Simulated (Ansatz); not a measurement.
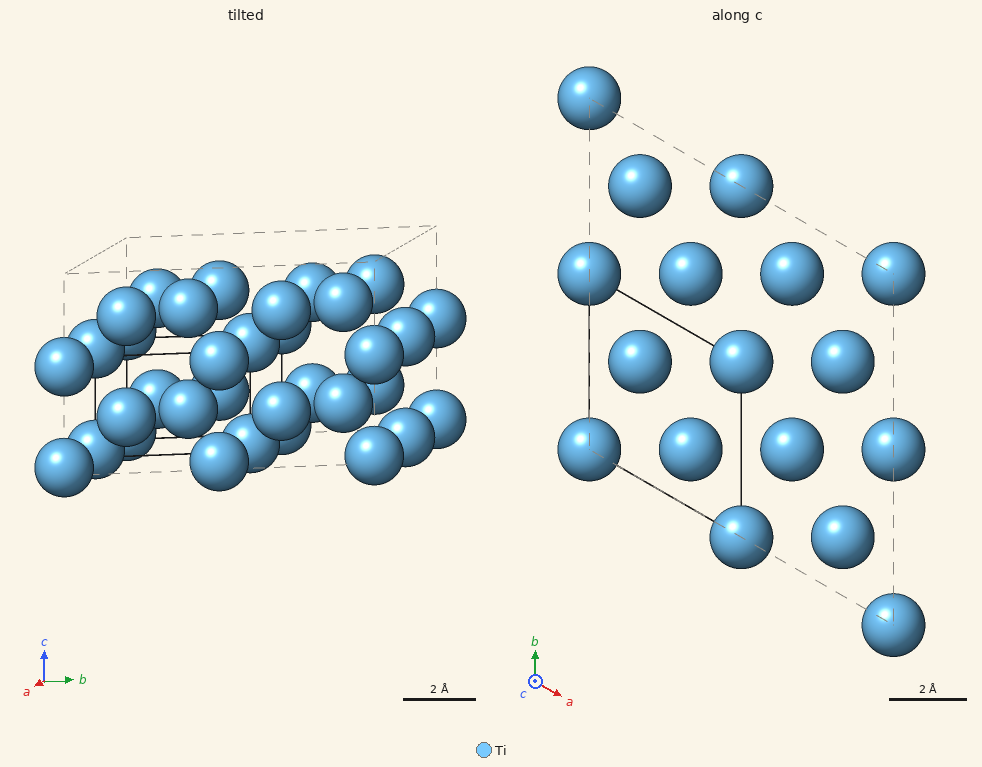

Drawn in the spheres-only manner and seen slightly off an axis and along the c axis. The conventional unit cell (solid box) is repeated to 2×2×2 cells. Cell: a = 4.567 Å, b = 4.567 Å, c = 2.826 Å, α = 90.00°, β = 90.00°, γ = 120.00°.

The element is titanium. Its lattice is primitive hexagonal, its space group P6mm (No. 183). The cell holds three atoms. Every Ti atom has eight Ti at about 2.6 to 2.9 Å as neighbours. Not all metal-metal contacts are counted.

It goes back to a structure listed in the Materials Project. The cell was then strained or its atoms displaced on purpose. It was the input of a calculation with Ansatz.

At this level of theory the cell isn't at rest (forces up to 1.2 eV/Å), so its distances can differ from those at equilibrium, the more so the softer the solid.
